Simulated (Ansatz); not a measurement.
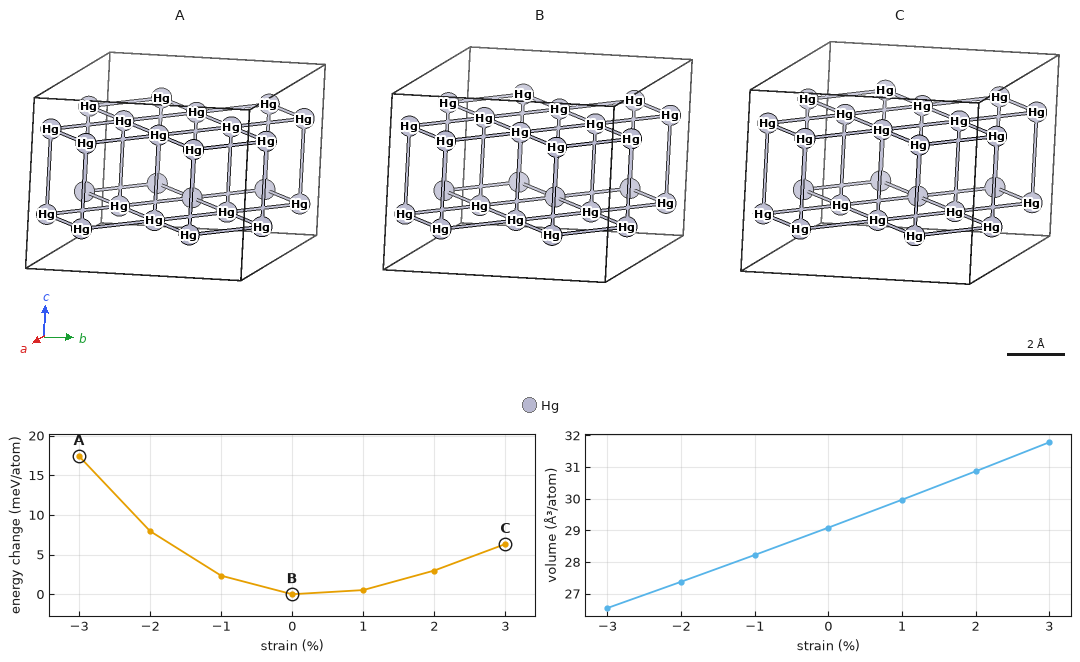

Members of a series of calculations on solid Hg (set up in C2/m), marked on the first curve. Style: ball-and-stick. Shown: the cell of the calculation, repeated to show the pattern, slightly off an axis.

All numbers below come from Ansatz 0.2.0, DFT PBE, scalar-relativistic, plane waves, PAW. Settings: plane-wave cutoff 420 eV; k-point mesh 10 × 10 × 14; occupations gaussian; smearing width 0.1 eV; no spin polarisation.

Question: Which kind of strain is it, and how does the structure respond?

Answer: Equal strain along all axes, cell held, atoms relaxed. A (strain −3.0 %): energy change 17.4 meV/atom, volume 26.55 Å³ per atom. B (strain 0.0 %): energy change 0.0 meV/atom, volume 29.09 Å³ per atom. C (strain 3.0 %): energy change 6.3 meV/atom, volume 31.78 Å³ per atom. The rest compares A with C. Cell: a 9.045 → 9.604 Å (+6.2 %), b 7.927 → 8.417 Å (+6.2 %), c 6.015 → 6.387 Å (+6.2 %). Volume +19.7 %. Among the bonded contacts that change: Hg–Hg 3.007 → 3.193 Å.
